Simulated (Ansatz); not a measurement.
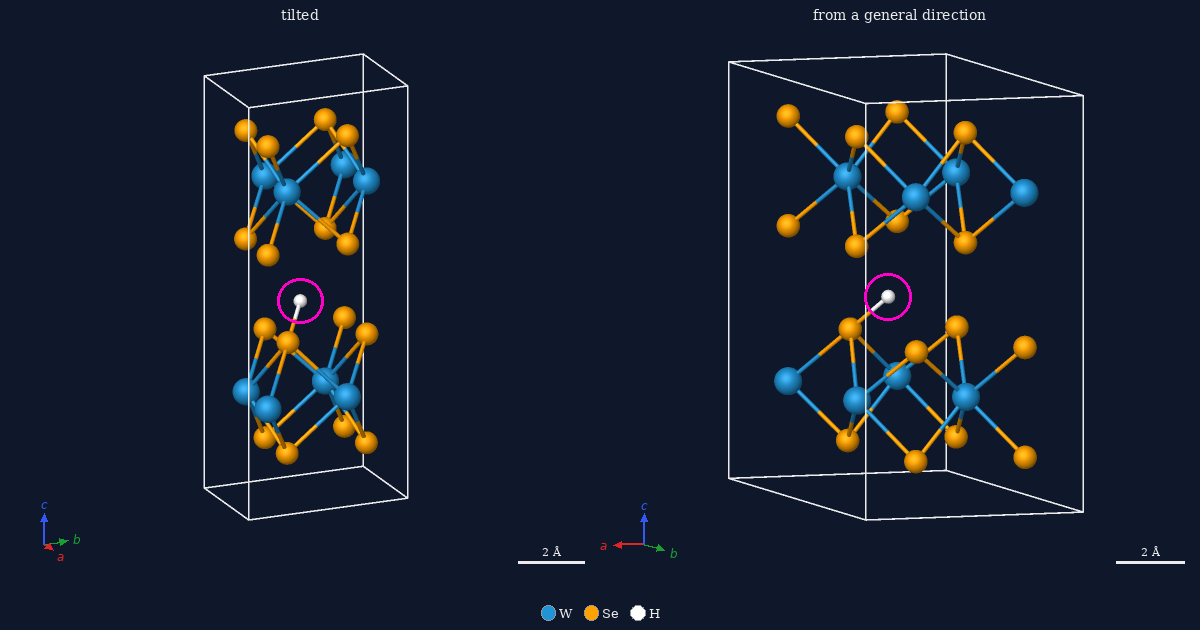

Ball-and-stick drawing of the structure, looking slightly off an axis and from a general direction. Thin lines show the supercell, with boundary atoms drawn in all their periodic places. The host is WSe₂, in a cell of 24 sites, and the cell is neutral. A ring marks the defect's site.

### Name the defect and give its surroundings.

An interstitial hydrogen atom. It is bonded to one Se at about 1.6 Å. Not all metal-metal contacts are counted.

The calculation used DFT PBE+D3(BJ), scalar-relativistic, plane waves, PAW (Ansatz 0.2.0), with a kinetic-energy cutoff of 420 eV, a 3×3×2 sampling of the Brillouin zone, Gaussian smearing of 0.01 eV, collinear spins.

### Is the defect spin-polarised?

Yes, 0.1 μB in the cell.

The atoms were relaxed in the host's cell with Ansatz, DFT PBE+D3(BJ), scalar-relativistic, plane waves, PAW.
